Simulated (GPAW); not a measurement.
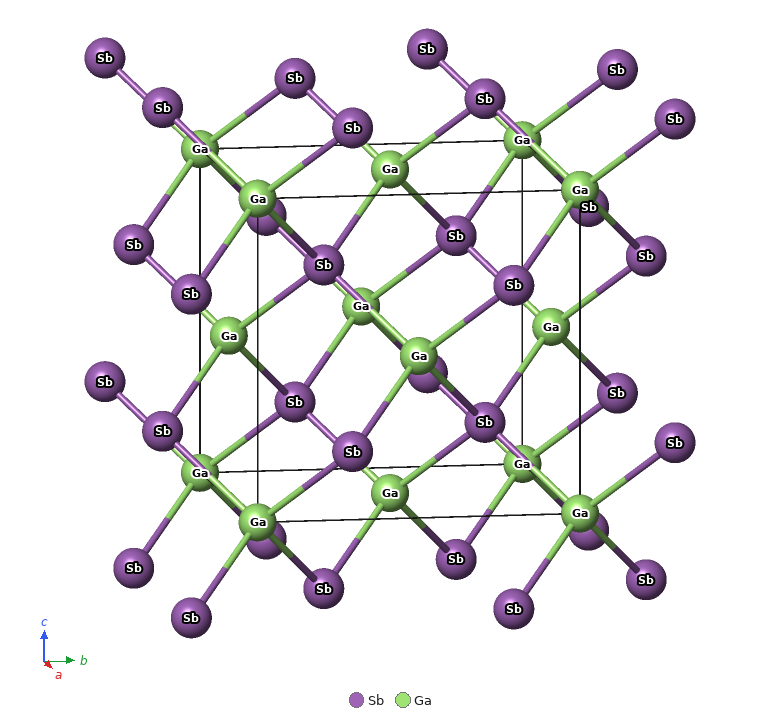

The compound is GaSb (space group F-43m, No. 216), taken as an entry of the Crystallography Open Database, as set up for an electronic-structure calculation.

Bonds are taken as Ga–Sb below 3 Å. The graph is simplified in the usual way: terminal and isolated atoms are pruned, two-connected atoms become edges.

> What kind of net remains, and which atoms are its nodes?

A uninodal 4-connected, three-periodic net: Sb and Ga are 4-connected nodes.

> Name the underlying net.

It is the dia net, known from diamond, zinc blende and cristobalite.

> Is the net interpenetrated?

It is a single net, without interpenetration.

> Give the first four terms of the coordination sequence (nodes one, two, three … edges away).

Sb and Ga: 4, 12, 24, 42.

> How many nodes does the smallest cycle have?

Six.

The simplified net, drawn on the atoms' positions. Nodes are coloured by element. Short stubs are edges that leave the cut-out.

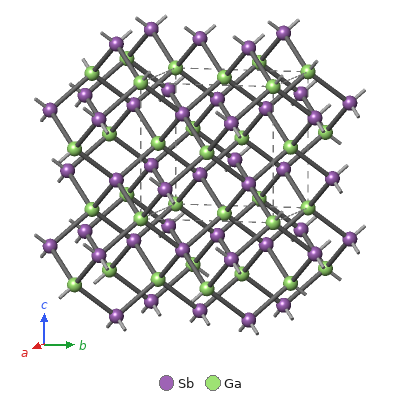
